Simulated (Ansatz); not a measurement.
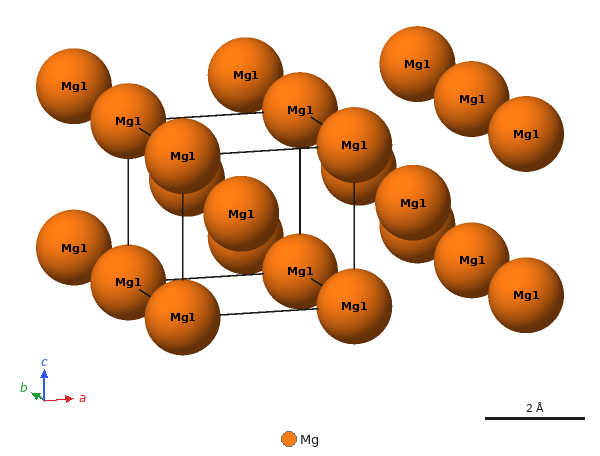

The starting point is a symmetric starting cell of Mg. A spheres-only model of the conventional cell (2 times the calculation's cell), repeated 2 × 2 × 1 with one cell outlined, seen slightly off an axis. Lengths and directions refer to the drawn axes.

These are results of DFT PBEsol, scalar-relativistic, plane waves, PAW (Ansatz 0.2.0), not measurements. Settings: plane-wave cutoff 420 eV; k-point mesh 16 × 16 × 16; occupations gaussian; smearing width 0.1 eV; no spin polarisation.

Change: The cell is strained by +0.9 % along c and −0.6 % across it (volume −0.2 %), the atoms keeping their fractional coordinates. No relaxation follows. The starting cell wasn't computed here and needn't be at equilibrium, so pressure and forces aren't due to the change alone.

Input file:
```yaml
crystal:
  lattice:
    - [-1.8255081178, 1.8255081178, 1.6950056833]
    - [1.8255081178, -1.8255081178, 1.6950056833]
    - [1.8255081178, 1.8255081178, -1.6950056833]
  atoms:
    - { symbol: Mg, position: [0.0, 0.0, 0.0] }
basis:
  ecutwfc: 420
kpoints:
  mp_grid: { grid: [16, 16, 16] }
hamiltonian:
  xc: pbesol
scf:
  occupations: { method: gaussian, width: 0.1 }
output:
  forces: true
  stress: true
  eigenvalues: true
  populations: true
```

What does the calculation give for the changed structure?

Answer. Some distances before and after: Mg–Mg 3.359 → 3.390 Å. The space group stays I4/mmm (No. 139). The pressure is −0.1 GPa (not all of it need come from the change, since the unchanged cell can be under pressure at this level too). All forces vanish by symmetry.
